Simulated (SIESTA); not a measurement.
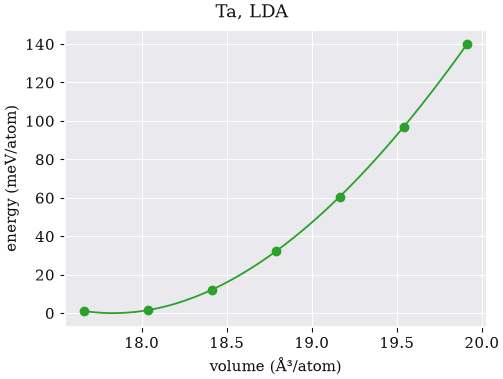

Plotted: energy against volume for Ta, space group Fm-3m (No. 225).

Structure:
```xyz
1
Lattice="0.0000 2.1100 2.1100 2.1100 0.0000 2.1100 2.1100 2.1100 0.0000" Properties=species:S:1:pos:R:3 pbc="T T T"
Ta    0.0000    0.0000    0.0000
```

Calculation (SIESTA 5.4.2): DFT in numerical atomic orbitals with pseudopotentials, no spin polarisation; energies at scaled volumes of the given cell, shape and fractions fixed, counted from the fit's minimum, third-order Birch-Murnaghan fit. Level: LDA.

- k mesh: 11×11×11
- occupations: Fermi–Dirac
- smearing width: 0.05 eV
- potentials: PseudoDojo 0.4 standard, converted to PSML, two zetas on semicore shells
- program settings: basis DZP, mesh cutoff 800 Ry

From this curve and the settings, what does the calculation give for the pressure at the same points?

The pressure falls from 2.12 GPa at volume 17.66 Å³/atom to −19.95 GPa at 19.92 Å³/atom, and changes sign near 17.84 Å³/atom.

```json
{"volume (Å³/atom)": "17.66", "pressure (GPa)": "2.12"}
{"volume (Å³/atom)": "18.04", "pressure (GPa)": "-2.40"}
{"volume (Å³/atom)": "18.41", "pressure (GPa)": "-6.52"}
{"volume (Å³/atom)": "18.79", "pressure (GPa)": "-10.35"}
{"volume (Å³/atom)": "19.16", "pressure (GPa)": "-13.86"}
{"volume (Å³/atom)": "19.54", "pressure (GPa)": "-17.04"}
{"volume (Å³/atom)": "19.92", "pressure (GPa)": "-19.95"}
```

Limits of the calculation: mulliken charges of long orbitals; short basis over semicore shells.
